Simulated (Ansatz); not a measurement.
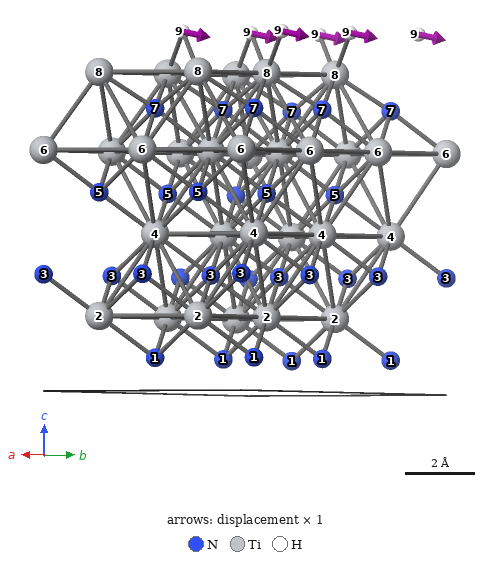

A constrained relaxation of a slab of composition Ti$_{4}$HN$_{4}$ (cut from the Fm-3m phase). The starting structure is drawn; purple arrows show the displacements, at their true length.

The picture is a ball-and-stick view of the 3 × 2 repeat of the cell, outlined in the plane, without the vacuum, seen from a free direction.

Case: H put at a bridge Ti-Ti site. The slab is the (1 1 1) face of TiN with H on it. 4 atoms are held fixed.

Theory: DFT PBEsol, scalar-relativistic, plane waves, PAW in Ansatz. Set-up: plane-wave cutoff 420 eV; k-point mesh 12 × 12 × 1; occupations gaussian; smearing width 0.1 eV; no spin polarisation; dipole correction; atoms relaxed in a fixed cell; force threshold 0.03 eV/Å; at most 70 steps.

> Which element moves most?

Hydrogen: up to 0.87 Å, against 0.05 Å for titanium.

> Describe the change and its energy.

The atom that moves furthest is H9 (0.87 Å at 79° to the normal (−c side)). By element the largest moves are H 0.87 Å, Ti 0.05 Å, N 0.02 Å. The cell stays as it was. Some distances before and after: Ti8–H9 2.840 → 1.980 Å, Ti8–H9 (another image) 1.910 → 1.980 Å, N7–Ti8 2.017 → 2.049 Å, Ti6–Ti8 2.870 → 2.891 Å. Among the angles between lasting bonds that change: Ti8–H9–Ti8 102.2° → 97.3°, Ti6–N7–Ti8 175.8° → 178.0°. After 6 geometry steps the energy has fallen by 0.442 eV per cell of the calculation. Largest force component: 0.61 eV/Å at the start, 0.0021 eV/Å at the end. The run took 2.1 min on 2 threads of Intel(R) Xeon(R) Platinum 8488C (Sapphire Rapids), on a shared host, peak memory 0.69 GiB.

Limits of the set-up: the cell has an odd number of electrons but was run without spin polarisation; the periodic images lie only 3.0 Å apart, so the values are limited by the cell's size.
